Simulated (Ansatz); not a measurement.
```xyz
8
Lattice="10.8058 0.0000 0.0000 0.0000 3.8259 0.0000 0.0000 0.0000 4.3844" Properties=species:S:1:pos:R:3 pbc="T T T"
Se    1.5867    2.8694    2.1513
Se    3.8162    0.9565    4.3435
Se    6.9896    2.8694    0.0409
Se    9.2191    0.9565    2.2330
Ge    4.0800    2.8694    2.6649
Ge    1.3228    0.9565    0.4728
Ge    9.4829    2.8694    3.9116
Ge    6.7257    0.9565    1.7194
```

Space group Pnma; computed pressure about 2 GPa in this cell.

Method: DFT, PAW plane waves, r2SCAN (Ansatz).

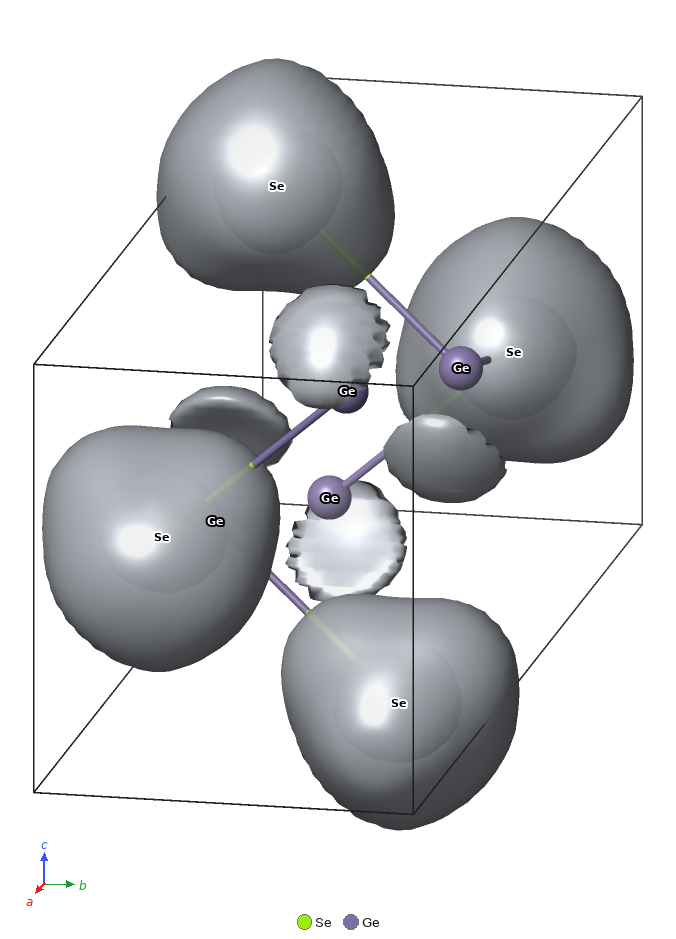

GeSe. Isosurface of the ELF at 0.7 (grey), seen slightly off an axis. Only the valence region is drawn (cores and ρ < 0.01 e/Å³ removed). Sticks mark near contacts.

Core electrons are frozen (PAW), and the valence fields are smoothed inside the atomic spheres.

**Describe the localisation domains.**

The ELF exceeds this value in four regions on Se in which the atom's valence shell and bonds are merged and four lobes on Ge, pointing away from the bonds (lone pairs), counted in one cell of 8 atoms. Any copies at cell faces, edges or corners count once. Along the contacts the grid gives the following. Ge–Se (2.55 Å): the ELF is about 0.70 at the midpoint.

**Which way does charge flow, and how much by Bader's partition?**

Electrons move from Ge towards Se. Bader charges: Se −0.69 and Ge +0.69 e.
